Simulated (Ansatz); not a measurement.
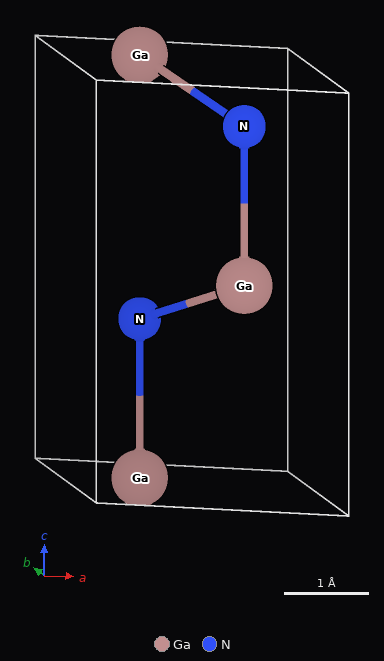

Phonons of solid GaN, at the zone centre. Style: ball-and-stick. Shown: the cell of the calculation, slightly off an axis.

The calculation used DFT LDA, scalar-relativistic, plane waves, PAW (Ansatz 0.2.0). Set-up: plane-wave cutoff 420 eV; k-point mesh 12 × 12 × 6; occupations fixed; no spin polarisation.

Frequencies are those without the non-analytic (LO–TO) term.

> List the optical modes.

The calculation's cell holds 4 atoms, so there are 9 optical modes, in 6 levels. The optical modes span 2E₂ + 2B₁ + A₁ + E₁. No level is unstable.

| level | symmetry | frequency (cm⁻¹) | activity |
| --- | --- | --- | --- |
| 1 | E₂ | 140 | Raman-active |
| 2 | B₁ | 336 | silent |
| 3 | A₁ | 539 | infrared- and Raman-active |
| 4 | E₁ | 561 | infrared- and Raman-active |
| 5 | E₂ | 570 | Raman-active |
| 6 | B₁ | 698 | silent |

The displacement patterns (one member of each degenerate set):

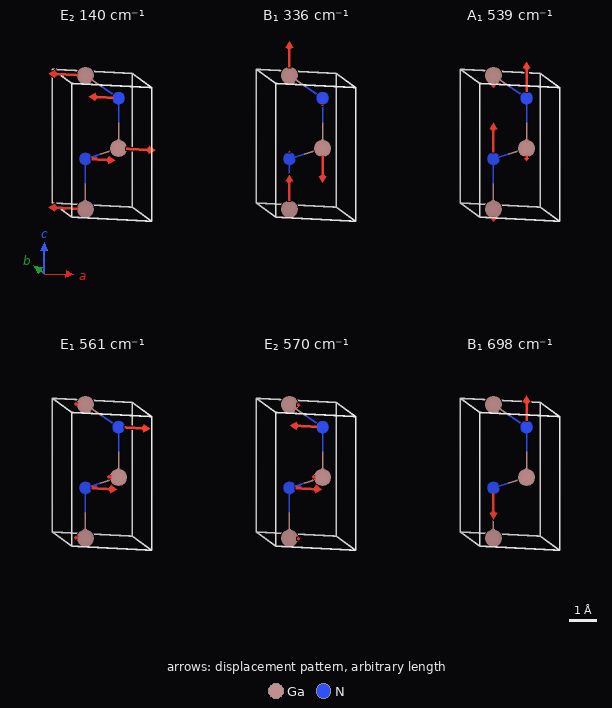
